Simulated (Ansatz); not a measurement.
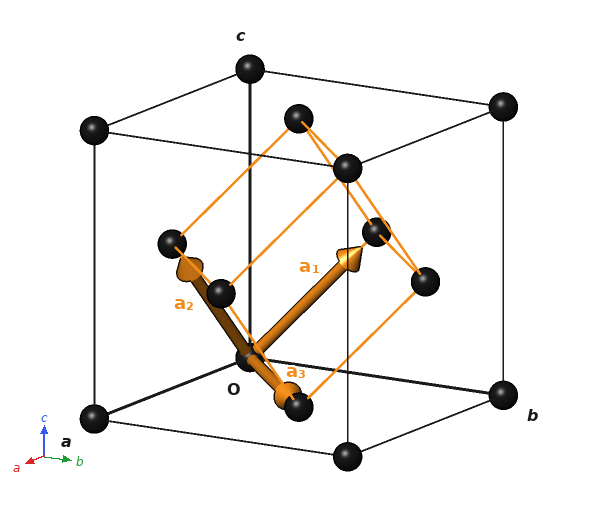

Crystal: AlN, the input geometry of an electronic-structure calculation (not necessarily at equilibrium); the starting structure was generated, so it need not be a known form of this composition. The conventional cell (thin) and a primitive cell (coloured, vectors a₁, a₂, a₃), with the lattice points alone. Symmetry computed with spglib at a tolerance of 0.002 Å; standard conventional cell.

a = 4.038 Å, b = 4.038 Å, c = 4.038 Å, α = 90.00°, β = 90.00°, γ = 90.00°.

> What is the centring, and how are the primitive vectors built?

F, face-centred cubic, with lattice points at (0, 0, 0), (1/2, 1/2, 0), (1/2, 0, 1/2), (0, 1/2, 1/2). a₁ = 1/2 b + 1/2 c; a₂ = 1/2 a + 1/2 c; a₃ = 1/2 a + 1/2 b.

> Give the primitive cell's size and content.

Edges 2.855, 2.855, 2.855 Å; angles 60.00°, 60.00°, 60.00°; volume 16.46 Å³, 1/4 of the conventional cell; 2 of its 8 atoms.
